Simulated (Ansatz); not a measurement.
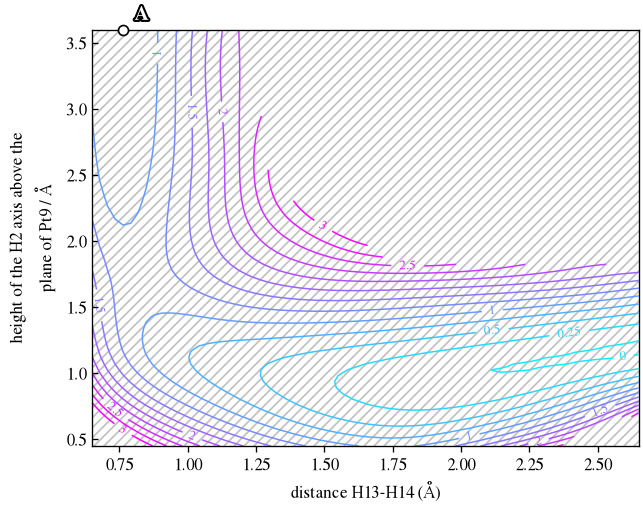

H₂ on a Pt(111) slab cut from the Fm-3m phase, its upper half relaxed before the scan (12 atoms of substrate and one adsorbate in a 2 × 2 cell). 
- H2 lies flat over one site of a rigid substrate while its bond length and height are varied; it sits over a bridge site, heights counted from the top plane, its axis along a direction equivalent to the long diagonal of the hexagonal surface cell.
- First axis: distance H13-H14. Second axis: height of the H2 axis above the plane of Pt9.
- The scan uses an 8 × 9 grid. At 16 points there is no value (left out: too close to the surface, or the stretched molecule far from it).
- Points are written as (first, second).
- All energies are given in eV relative to the lowest grid point.
- Level of theory: DFT PBE, scalar-relativistic, plane waves, PAW in Ansatz 0.2.0. Settings: cutoff 420 eV, k-mesh 6×6×1, gaussian smearing 0.1 eV, no spin polarisation.

In the figure: contour lines labelled in eV (none above 3), hatched blanks where no value was computed, the point A. Between grid points the surface is interpolated.

Find the lowest path from A to the other arm of the map, and its barrier.

The easiest path runs from the intact molecule far from the surface, (0.750 Å, 3.60 Å), to the stretched end of the scan, about (2.65 Å, 1.20 Å). Its highest point, at about (0.81 Å, 1.80 Å), lies about 0.36 eV above the start and 1.1 eV above the end on the interpolated surface. An end on the edge of the scan is no minimum, so the barrier from there is a lower bound.

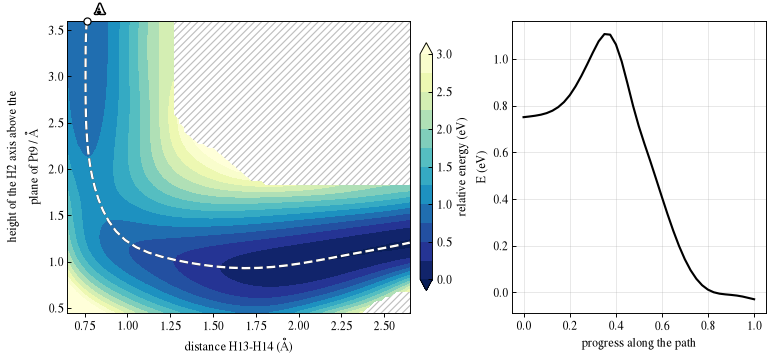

Drawn: filled contours, a line along the lowest path, one colour for all values above the top of the scale, hatched blanks where no value was computed, the energy along the path at the right. Between grid points the surface is interpolated.

PAW datasets: the set soft_1.
